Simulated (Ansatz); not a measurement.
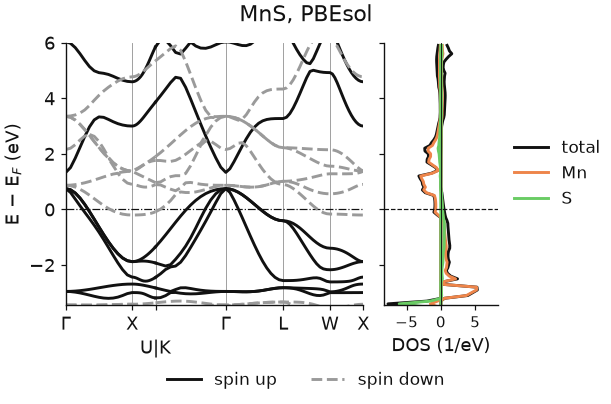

Band structure and density of states. Energies are counted from the Fermi level. The partial curves are projected on Löwdin-orthogonalised atomic shells. Spin-down states are drawn negative.

Calculation on MnS, space group F-43m, 2 atoms in the cell; a = 3.86 Å, b = 3.86 Å, c = 3.86 Å, α = 60.00°, β = 60.00°, γ = 60.00°.

Ansatz; DFT PBEsol, scalar-relativistic, plane waves, PAW, spin-polarised, 14×14×14 k mesh, 420 eV cutoff, Gaussian smearing of 0.1 eV.

### Does this material conduct, going by its bands?

A metal: 3 spin-up and 1 spin-down bands cross the Fermi level along this path.

### What do the unequal spin channels mean for the moment?

The two spin channels differ: the cell has a net moment of 4.6 μB, with spin up in the majority.

### Which levels at L lie nearest to the Fermi level?

At L the nearest levels lie 0.41 eV below and 0.89 eV above the Fermi level.

### What is the density of states at the Fermi level?

The density of states at the Fermi level isn't well fixed here: it changes fast, and within 0.3 eV it runs from 0.7 to 1.5 per eV and cell.

### What carries the states at the Fermi level?

By projected weight, the states within 0.3 eV of the Fermi level are Mn (75 %) and S (25 %).
